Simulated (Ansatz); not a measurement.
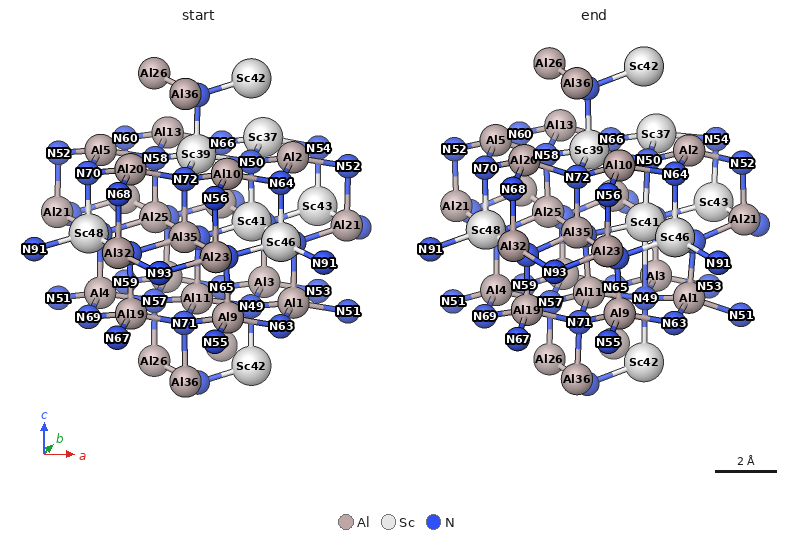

The structure of solid Al36Sc12N48 (a generated structure, set up in P1) before (left) and after (right) a relaxation, at one scale.

Style: ball-and-stick. Shown: the atoms within 5.8 Å of the atom that moves most (axes of the cell of the calculation), slightly off an axis.

Theory: DFT, PBEsol, PAW, plane waves (Ansatz). Settings: plane-wave cutoff 420 eV; k-point mesh 1 × 1 × 1; mesh shifted by (0.25, 0.25, 0.25); no spin polarisation; cell relaxed at fixed alpha, beta, gamma; force threshold 0.03 eV/Å; at most 80 steps.

Q: Summarise the run.

A: Over 7 geometry steps the energy falls by 123 meV per atom. The largest force component goes from 4.5 to 0.0077 eV/Å. Pressure: 3.75 GPa at the start and 0.01 GPa at the end. The largest move relative to the cell is that of an N atom, 0.28 Å roughly along [−2 −1 0]. Largest moves by element: N 0.28 Å, Al 0.17 Å, Sc 0.16 Å. The volume changes by +1.0 %, with a 9.775 → 9.717 Å (−0.6 %), b 11.287 → 11.143 Å (−1.3 %), c 9.702 → 9.980 Å (+2.9 %). Near-neighbour distances that change, for instance: N–Sc 2.870 → 2.572 Å, N–Sc 1.895 → 2.100 Å, Sc–Sc 3.071 → 3.276 Å, N–Sc 1.876 → 2.073 Å. Among the angles between lasting bonds that change: Al–N–Al 102.3° → 114.6°, Al–N–Al 100.3° → 111.5°, Al–N–Al 102.9° → 113.8°. The space group stays P1 (No. 1).
